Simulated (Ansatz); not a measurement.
**Geometry relaxation of Ge₅H₃ (part 3 of 3)**

The same run, continued: Ge₅H₃ (slab, 8 atoms in the cell); DFT r2SCAN, scalar-relativistic, plane waves, PAW, spin-polarised (Ansatz 0.2.0); cutoff 500 eV, 7×7×1 k-mesh, Gaussian smearing of 0.05 eV, collinear spins. The structure derives from an entry of the Crystallography Open Database. The input holds or restrains some coordinates. Forces given for the steps count only the free coordinates.

Geometry of the input (Å; fractional positions):
```
4.0128  0.0000  0.0000
0.0000  4.0128  0.0000
0.0000  0.0000  25.5873
H  0.5000  0.8215  0.3322
H  0.5000  0.1785  0.3322
Ge 0.5000  0.5000  0.3679
Ge 0.0000  0.5000  0.4233
Ge 0.0000  0.0000  0.4783
Ge 0.5000  0.0000  0.5337
Ge 0.5000  0.5000  0.5903
H  0.0000  0.5000  0.5528
```

```
WARN: The output density's exchange-correlation potential varies sharply where the density is thin. Do not read a vacuum level from v_tot or v_xc, or from such a field of the output density. On a cell that repeats whose density bears no net charge and no dipole along the vacuum's axis use v_es (v_loc + v_h of the components); under efield.dipole_correction with no amplitude use v_es + v_field, which holds any external_charges[].barrier, or the levels of the report's work_function block, which leave it out; under a non-zero efield.amplitude the vacuum is tilted and has no level; on a cell that repeats and bears such a dipole with no correction it is tilted too, and efield.dipole_correction with no amplitude gives each side of its ramp a level where efield: is served; in a cell that repeats whose density bears a net charge (total_charge, or a fill off its count) it is curved and has none; of a slab under crystal.periodic whose density bears no net charge use v_es, which has a level on each side, short of where the two are joined; of another it falls or rises all the way out and has none; of a slab beside external_charges read slab_vacuum_level instead, which it has where they leave it neutral. The grid or the basis barely resolves most such structure, and the values can differ between equally converged runs; as a rule a tighter scf.convergence.dr2_threshold does not remove it. Where the density itself ripples (under the LDA too) a higher basis.ecutwfc lessens it. The files hold the spikes' plane waves up to the density's cutoff. Files: v_tot_of_output_density and the like, and their columns of v_z.tsv (output.write_potential); v_xc_of_output_density and the like, and their columns of v_comp_z.tsv (output.write_potential_components). Measured: with its Gaussian average of σ = 0.25 Å subtracted twice, the exchange-correlation potential is over 0.1 eV at 2333 of the grid points where the equally averaged density (valence and model cores) is under 1e-3 e/Å³, and 0.271 eV at the most among them, at an averaged density of 3.9e-9 e/Å³. The input density's (outcome.potential() and, of a run that writes arrays, v_tot and v_xc) is over 0.1 eV, so measured, at 38 points of its own thin density, 0.140 eV at the most. See output.write_potential in the manual, Limitations
SCF converged after 2 iterations
Stability not checked: this state was not tested for a lower state beside it, because the mixer in use, unlike msr1, does not test its closes by its own steps (another_mixer; see scf.mixing.algorithm and scf.lower_state_search)
Magnetization: 0.0000 μB (36.5000 up, 36.5000 down)
Absolute magnetization: 0.0000 μB (∫|ρ↑−ρ↓|, with the PAW one-centre terms)
Spin contamination: 0.0000 ħ² per cell (⟨S²⟩ above its minimum at these occupations)
Per-site moments (μB) at R_I (Å): [(1.3783661031867855e-8, 0.5909874531626004), (1.3783660994052086e-8, 0.5909874531626004), (3.174171516751105e-8, 0.6517705330305139), (3.902580305344584e-7, 1.0106232447519257), (4.347669987749083e-7, 1.009450703490686), (2.729840482340495e-7, 1.009450703490686), (7.821196320602969e-7, 0.8522932194633104), (-8.609866033682874e-7, 0.8522932194633104)]
Free energy (F): -21560.086428 eV
Harris-Foulkes:  -21560.086428 eV  (|F-HF|=3.60e-10)
Internal energy: -21560.085201 eV  (E = F + TS)
E sigma→0 (E₀):  -21560.085814 eV
Entropy (-TS):   -0.001227 eV (-0.153 meV/atom)
Fermi energy:    -1.198484 eV
Dipole field:    D = -0.014657 V/Å  (p = -0.033374 e·Å, saw-weighted, corrected)
Work function:   Φ+ = 5.0295 eV   Φ− = 4.6544 eV
Levels:          The Fermi level and band energies are counted from a zero that moves with the ramp; work functions are not
--- Per-component energies (eV) ---
  E_band       = -1445.390928
  E_kinetic    = 589.933470
  E_local      = -77732.501971  (includes V_loc(G=0)·N_el)
  E_nonlocal   = 2102.954505
  E_hartree    = 37786.976874
  E_xc         = -369.379212
  E_vxc        = -373.703376  (∫ρ·V_xc dr)
  E_paw        = -10170.844413  (= ΣΔE_a)
  E_vpaw       = -1627.832235  (= ΣTr[D̂ρ^β])
  E_aug_tail   = -0.001073  (compensation charges beyond the density's cutoff)
  E_vtau       = 21.401905  (kinetic-family band-sum trace: ∫τ·v_τ [+ j·A + Jᵃ·Aᵃ] dr)
  E_efield     = 0.000245  (sawtooth field / dipole correction)
  E_vefield    = 0.404525  (∫n·V_field dr)
  E_ewald      = 26238.205204
  E_core_change = -5.428829  (= ΣΔE_core)
  E_smearing   = -0.001227  (= −TS)
  E_closure    = 0.000000  (closes the sum)
  Σ components = -21560.086428   (vs F -21560.086428, Δ=0.00e0)
--- Forces (eV/Å), atoms counted from 1 ---
  atom   1  H      0.00000000    -0.77505771     0.32067248
  atom   2  H      0.00000000     0.77505771     0.32067248
  atom   3  Ge     0.00000000     0.00000000    -0.37824388
  atom   4  Ge     0.00000000     0.00000000    -0.26312833
  atom   5  Ge     0.00000000     0.00000000    -0.01020019
  atom   6  Ge     0.00000000     0.00000000     0.00804771
  atom   7  Ge     0.00000000     0.00000000     0.01516968
  atom   8  H      0.00000000     0.00000000    -0.01300010
  max |Σ_I F_I| component: 1.02e-5 eV/Å
--- Band table (eV; the first three rows and the last of 32) ---
  k-point 0 ↑: bands = ["-26.2066", "-26.1521", "-26.1468", "-26.1336", "-26.1053", "-26.0995", "-26.0965", "-26.0943", "-26.0598", "-26.0430", "-26.0316", "-25.9997", "-25.9874", "-25.9749", "-25.9111", "-25.8699", "-25.8639", "-25.8200", "-25.8002", "-25.7842", "-25.7818", "-25.7569", "-25.7554", "-25.7531", "-25.7276", "-13.5464", "-12.3072", "-10.5081", "-8.0972", "-5.2626", "-3.8064", "-3.4131", "-2.8630", "-2.3900", "-1.9758", "-1.4547", "0.1849", "0.4655", "0.7336", "0.8757", "1.2538", "1.7057", "3.0269", "3.2450", "3.4257"]
  k-point 1 ↑: bands = ["-26.2114", "-26.1538", "-26.1496", "-26.1209", "-26.1162", "-26.1026", "-26.0915", "-26.0804", "-26.0598", "-26.0423", "-26.0268", "-26.0026", "-25.9896", "-25.9789", "-25.9141", "-25.8755", "-25.8568", "-25.8205", "-25.7988", "-25.7837", "-25.7810", "-25.7639", "-25.7585", "-25.7535", "-25.7195", "-13.3822", "-12.1723", "-10.3651", "-8.2235", "-5.7477", "-4.1801", "-3.9146", "-3.2796", "-2.6148", "-1.9664", "-1.9253", "0.5947", "0.7658", "0.9656", "1.0677", "1.9242", "2.5298", "2.8954", "3.5867", "3.8314"]
  k-point 2 ↑: bands = ["-26.2123", "-26.1597", "-26.1576", "-26.1257", "-26.1123", "-26.0929", "-26.0824", "-26.0696", "-26.0518", "-26.0410", "-26.0236", "-26.0121", "-25.9897", "-25.9839", "-25.9212", "-25.8795", "-25.8517", "-25.8216", "-25.7959", "-25.7881", "-25.7794", "-25.7668", "-25.7600", "-25.7514", "-25.7152", "-12.9099", "-11.8404", "-10.0666", "-8.5574", "-6.9133", "-5.4398", "-4.5859", "-3.0269", "-2.9103", "-2.2910", "-1.8576", "0.5406", "0.8146", "0.9668", "1.0769", "2.5505", "3.2016", "3.7655", "4.1174", "4.5285"]
  k-point 15 ↓: bands = ["-26.2072", "-26.1908", "-26.1557", "-26.1248", "-26.1032", "-26.0738", "-26.0688", "-26.0664", "-26.0405", "-26.0343", "-26.0217", "-26.0155", "-25.9974", "-25.9785", "-25.9467", "-25.8689", "-25.8310", "-25.8283", "-25.8101", "-25.7964", "-25.7900", "-25.7635", "-25.7546", "-25.7460", "-25.7074", "-10.7454", "-10.2657", "-9.7569", "-9.2013", "-8.6585", "-7.0953", "-5.4703", "-4.4937", "-4.3798", "-3.8711", "-3.7847", "-2.1552", "1.1517", "1.6531", "1.8494", "2.3703", "3.7407", "4.2578", "4.5622", "5.3778"]
--- Relaxed structure (9 steps of the walk, 9 accepted, 0 SCFs on fresh bases) ---
  F+E_penalty+E_count = -21560.08642755 eV   max|allowed force component| = 1.517e-2 eV/Å
  atoms:
    - { symbol: H, position: [0.5, 0.8214857833, 0.3321960464] }
    - { symbol: H, position: [0.5, 0.1785142167, 0.3321960464] }
    - { symbol: Ge, position: [0.5, 0.5, 0.36785014] }
    - { symbol: Ge, position: [0.0, 0.5, 0.42329764949999993] }
    - { symbol: Ge, position: [0.0, 0.0, 0.47824578644404103] }
    - { symbol: Ge, position: [0.5, 0.0, 0.5330001107055311] }
    - { symbol: Ge, position: [0.5, 0.5, 0.5887866508131118] }
    - { symbol: H, position: [0.0, 0.5, 0.6080649372282448] }
--- Löwdin populations: 8 sites ---
  site symbol       q [e]    m [muB]
     0      H      1.0353     0.0000
     1      H      1.0353     0.0000
     2     Ge     13.8308     0.0000
     3     Ge     13.9927     0.0000
     4     Ge     13.9574     0.0000
     5     Ge     14.0059     0.0000
     6     Ge     13.8849     0.0000
     7      H      1.0684    -0.0000
  spilling = 0.002594 (of n_electrons = 73.000000)
```

## Trajectory as extended XYZ (Å, eV, eV/Å), 9 frames, from step=1 to step=9
```
8
Lattice="4.0128 0.0000 0.0000 0.0000 4.0128 0.0000 0.0000 0.0000 25.5873" Properties=species:S:1:pos:R:3:forces:R:3 step=1 energy=-21559.12340
H     2.0064    3.2965    8.5000    0.0000  -0.7044   0.2698
H     2.0064    0.7163    8.5000    0.0000   0.7044   0.2698
Ge    2.0064    2.0064    9.4123    0.0000   0.0000  -0.3563
Ge    0.0000    2.0064   10.8310    0.0000   0.0000  -0.2480
Ge    0.0000    0.0000   12.2373    0.0000   0.0000  -0.1480
Ge    2.0064    0.0000   13.6569    0.0000   0.0000  -0.1939
Ge    2.0064    2.0064   15.1046    0.0000   0.0000  -0.4819
H     0.0000    2.0064   14.1446    0.0000   0.0000   0.8885
8
Lattice="4.0128 0.0000 0.0000 0.0000 4.0128 0.0000 0.0000 0.0000 25.5873" Properties=species:S:1:pos:R:3:forces:R:3 step=2 energy=-21559.32247
H     2.0064    3.2965    8.5000    0.0000  -0.7151   0.2681
H     2.0064    0.7163    8.5000    0.0000   0.7151   0.2681
Ge    2.0064    2.0064    9.4123    0.0000   0.0000  -0.3691
Ge    0.0000    2.0064   10.8310    0.0000   0.0000  -0.3971
Ge    0.0000    0.0000   12.2118    0.0000   0.0000   0.1348
Ge    2.0064    0.0000   13.6103    0.0000   0.0000  -0.0512
Ge    2.0064    2.0064   15.0403    0.0000   0.0000  -0.6596
H     0.0000    2.0064   14.3395    0.0000   0.0000   0.8061
8
Lattice="4.0128 0.0000 0.0000 0.0000 4.0128 0.0000 0.0000 0.0000 25.5873" Properties=species:S:1:pos:R:3:forces:R:3 step=3 energy=-21559.55245
H     2.0064    3.2965    8.5000    0.0000  -0.7672   0.2952
H     2.0064    0.7163    8.5000    0.0000   0.7672   0.2952
Ge    2.0064    2.0064    9.4123    0.0000   0.0000  -0.3704
Ge    0.0000    2.0064   10.8310    0.0000   0.0000  -0.4472
Ge    0.0000    0.0000   12.2146    0.0000   0.0000  -0.0620
Ge    2.0064    0.0000   13.5717    0.0000   0.0000  -0.0435
Ge    2.0064    2.0064   14.9295    0.0000   0.0000  -0.5093
H     0.0000    2.0064   14.5346    0.0000   0.0000   0.8418
8
Lattice="4.0128 0.0000 0.0000 0.0000 4.0128 0.0000 0.0000 0.0000 25.5873" Properties=species:S:1:pos:R:3:forces:R:3 step=4 energy=-21559.73814
H     2.0064    3.2965    8.5000    0.0000  -0.7787   0.3044
H     2.0064    0.7163    8.5000    0.0000   0.7787   0.3044
Ge    2.0064    2.0064    9.4123    0.0000   0.0000  -0.3863
Ge    0.0000    2.0064   10.8310    0.0000   0.0000  -0.5208
Ge    0.0000    0.0000   12.2095    0.0000   0.0000  -0.2771
Ge    2.0064    0.0000   13.5414    0.0000   0.0000  -0.2860
Ge    2.0064    2.0064   14.8353    0.0000   0.0000   0.1076
H     0.0000    2.0064   14.7296    0.0000   0.0000   0.7539
8
Lattice="4.0128 0.0000 0.0000 0.0000 4.0128 0.0000 0.0000 0.0000 25.5873" Properties=species:S:1:pos:R:3:forces:R:3 step=5 energy=-21559.87453
H     2.0064    3.2965    8.5000    0.0000  -0.7782   0.3073
H     2.0064    0.7163    8.5000    0.0000   0.7782   0.3073
Ge    2.0064    2.0064    9.4123    0.0000   0.0000  -0.4100
Ge    0.0000    2.0064   10.8310    0.0000   0.0000  -0.6441
Ge    0.0000    0.0000   12.1909    0.0000   0.0000  -0.2039
Ge    2.0064    0.0000   13.5220    0.0000   0.0000  -0.2501
Ge    2.0064    2.0064   14.8212    0.0000   0.0000   0.3330
H     0.0000    2.0064   14.9263    0.0000   0.0000   0.5607
8
Lattice="4.0128 0.0000 0.0000 0.0000 4.0128 0.0000 0.0000 0.0000 25.5873" Properties=species:S:1:pos:R:3:forces:R:3 step=6 energy=-21559.98219
H     2.0064    3.2965    8.5000    0.0000  -0.7822   0.3113
H     2.0064    0.7163    8.5000    0.0000   0.7822   0.3113
Ge    2.0064    2.0064    9.4123    0.0000   0.0000  -0.4187
Ge    0.0000    2.0064   10.8310    0.0000   0.0000  -0.6938
Ge    0.0000    0.0000   12.1802    0.0000   0.0000  -0.0355
Ge    2.0064    0.0000   13.5240    0.0000   0.0000  -0.0606
Ge    2.0064    2.0064   14.8708    0.0000   0.0000   0.1864
H     0.0000    2.0064   15.1202    0.0000   0.0000   0.3997
8
Lattice="4.0128 0.0000 0.0000 0.0000 4.0128 0.0000 0.0000 0.0000 25.5873" Properties=species:S:1:pos:R:3:forces:R:3 step=7 energy=-21560.05009
H     2.0064    3.2965    8.5000    0.0000  -0.7792   0.3196
H     2.0064    0.7163    8.5000    0.0000   0.7792   0.3196
Ge    2.0064    2.0064    9.4123    0.0000   0.0000  -0.4173
Ge    0.0000    2.0064   10.8310    0.0000   0.0000  -0.5818
Ge    0.0000    0.0000   12.1947    0.0000   0.0000  -0.0193
Ge    2.0064    0.0000   13.5561    0.0000   0.0000  -0.0513
Ge    2.0064    2.0064   14.9278    0.0000   0.0000   0.2535
H     0.0000    2.0064   15.3202    0.0000   0.0000   0.1771
8
Lattice="4.0128 0.0000 0.0000 0.0000 4.0128 0.0000 0.0000 0.0000 25.5873" Properties=species:S:1:pos:R:3:forces:R:3 step=8 energy=-21560.08547
H     2.0064    3.2965    8.5000    0.0000  -0.7754   0.3208
H     2.0064    0.7163    8.5000    0.0000   0.7754   0.3208
Ge    2.0064    2.0064    9.4123    0.0000   0.0000  -0.3846
Ge    0.0000    2.0064   10.8310    0.0000   0.0000  -0.3163
Ge    0.0000    0.0000   12.2302    0.0000   0.0000  -0.0210
Ge    2.0064    0.0000   13.6217    0.0000   0.0000   0.0818
Ge    2.0064    2.0064   15.0510    0.0000   0.0000  -0.0413
H     0.0000    2.0064   15.5202    0.0000   0.0000   0.0399
8
Lattice="4.0128 0.0000 0.0000 0.0000 4.0128 0.0000 0.0000 0.0000 25.5873" Properties=species:S:1:pos:R:3:forces:R:3 step=9 energy=-21560.08643
H     2.0064    3.2965    8.5000    0.0000  -0.7751   0.3207
H     2.0064    0.7163    8.5000    0.0000   0.7751   0.3207
Ge    2.0064    2.0064    9.4123    0.0000   0.0000  -0.3782
Ge    0.0000    2.0064   10.8310    0.0000   0.0000  -0.2631
Ge    0.0000    0.0000   12.2370    0.0000   0.0000  -0.0102
Ge    2.0064    0.0000   13.6380    0.0000   0.0000   0.0080
Ge    2.0064    2.0064   15.0655    0.0000   0.0000   0.0152
H     0.0000    2.0064   15.5587    0.0000   0.0000  -0.0130
```

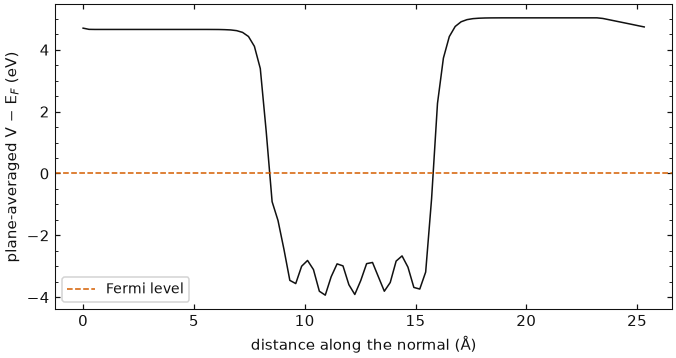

Plane average of the electrostatic potential energy of an electron across the cell, from the Fermi level. The vacuum level lies 5.03 eV above the Fermi level on the upper side and 4.65 eV on the lower.

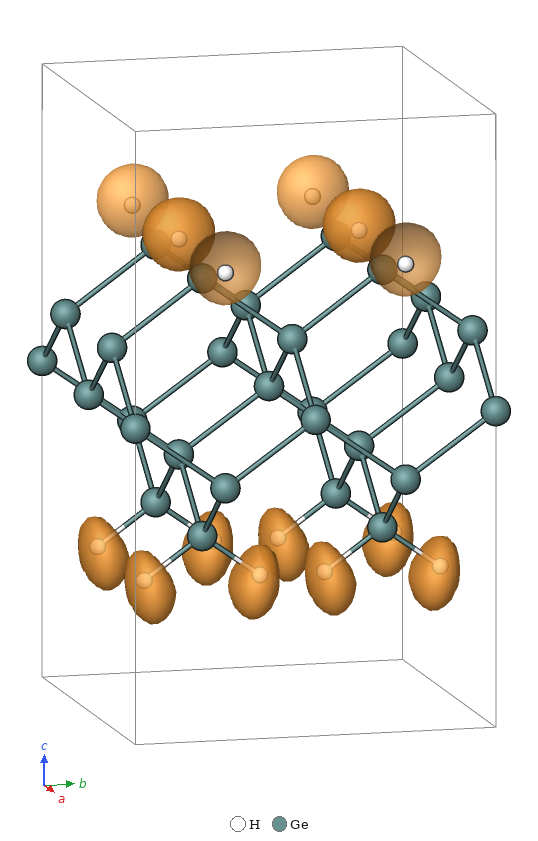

Isosurface of the ELF at 0.9 (orange), seen slightly off an axis. Core shells and regions of very low density are left out. Sticks mark near contacts. Along the contacts the grid gives the following. Ge–H (1.58 Å): the ELF climbs to about 1 towards the hydrogen, as it does in any bond to H. Ge–Ge (2.45 Å): the ELF peaks at about 0.80 between the atoms, which marks a covalent bond. The fields are those of the smooth PAW valence density.

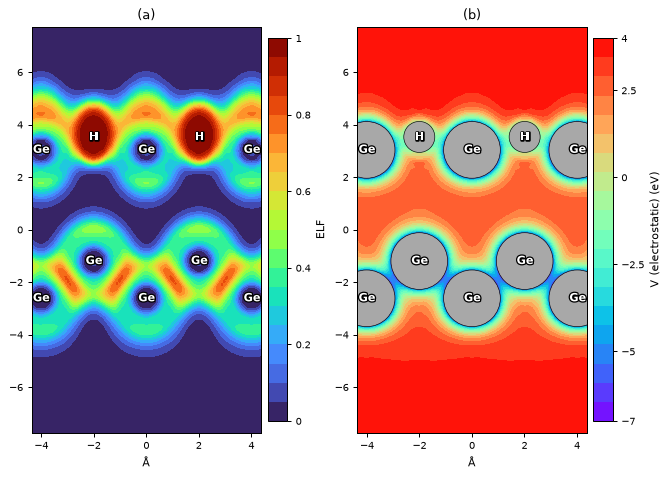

(a) electron localisation function; (b) electrostatic potential energy of an electron on the (010) plane of the calculation cell, a cut from vacuum to vacuum. Grey discs, where drawn, cover atomic cores. Atoms in the plane: Ge and H.

## Results in brief

- outcome: converged under the restraints of the input
- electrons treated: 73
- free energy: −21560.0864 eV
- work function, top face: 5.03 eV
- work function, bottom face: 4.65 eV
- Fermi energy: −1.198 eV
- gap on the k-point mesh: none (metallic)
- net moment of the cell: 0.00 μB
- integrated absolute moment: 0.00 μB
- final volume: 412.03 Å³
- work function (upper face): 5.03 eV
- largest force (length of the vector) at the end, held atoms and coordinates included: 0.839 eV/Å
- wall time: 9.6 min (CPU time 19 min)
- peak memory: 1.7 GiB

The electronic state found may not be the lowest one. The program warns: some starting moments were not kept; the exchange-correlation potential is rough where the density is thin.
